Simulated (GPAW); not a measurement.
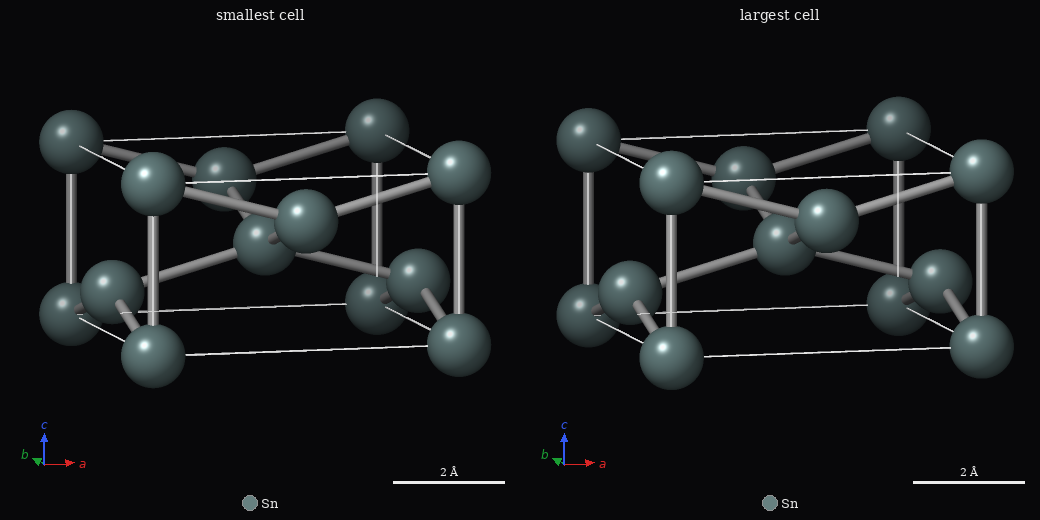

Sn, β-tin type, space group I4₁/amd (No. 141), relaxed (cell and atoms, zero pressure) with five choices of dispersion term on top of PBEsol; the smallest and the largest of the relaxed conventional cells are drawn to one scale (sticks follow a distance rule). The start was a structure listed in the Materials Project.

Alike in all runs: GPAW 26.7.0; functional PBEsol; potentials PAW data sets generated in the run's folder for this functional; cutoff 600 eV; k mesh 7 × 7 × 7 on the run's cell of 2 atoms; occupations fermi-dirac, width 0.05 eV; no spin polarisation; no spin-orbit coupling. All runs are metallic.

```tsv
level	volume (Å³/atom)	a (Å)	c (Å)
none	26.70	5.790	3.186
D3(BJ)	25.53	5.709	3.132
D3	26.33	5.772	3.161
D4	?	?	?
D3(BJ)-ATM	25.63	5.716	3.138
```

Fill in the row of D4.

Answer. Volume 25.99 Å³/atom; a 5.740 Å; c 3.155 Å. That is between D3(BJ)-ATM and D3 in volume.

Order the levels by the relaxed volume, smallest first.

Answer. D3(BJ) (25.53 Å³/atom), D3(BJ)-ATM (25.63 Å³/atom), D4 (25.99 Å³/atom), D3 (26.33 Å³/atom), none (26.70 Å³/atom). Rows within a few tenths of a per cent can't be told apart.

Caveat: later steps reuse the first step's grids; pairwise dispersion terms can overbind metals strongly.
